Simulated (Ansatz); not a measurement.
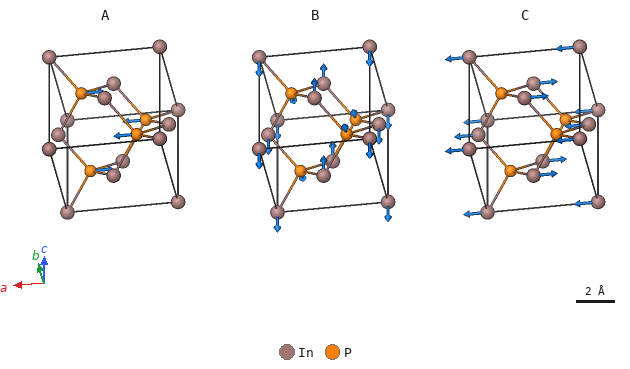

Three modes of solid InP at the zone centre of a doubled cell, in no order (one member of each degenerate set). The blue arrows give the relative displacements of the atoms. The picture is a ball-and-stick view of the conventional cell (2 times the calculation's cell), seen from a free direction. Lengths and directions refer to the drawn axes.

Method: DFT PBE, scalar-relativistic, plane waves, PAW (Ansatz). Settings: plane-wave cutoff 420 eV; k-point mesh 8 × 8 × 6; occupations gaussian; smearing width 0.05 eV; no spin polarisation.

Frequencies are those without the non-analytic (LO–TO) term.

> Order them from the lowest to the highest frequency (imaginary ones first).

B (66 cm⁻¹), C (170 cm⁻¹), A (306 cm⁻¹). B, doubly degenerate: Atoms of one kind move against one another, with no net shift of any sublattice; it mainly bends the In–P bonds; the kinetic energy is shared as In 88 %, P 12 %. C, non-degenerate: The P atoms stay at rest; all motion is along a; atoms of one kind move against one another, with no net shift of their sublattice. A, non-degenerate: The In atoms stay at rest; all motion is along a; atoms of one kind move against one another, with no net shift of their sublattice.
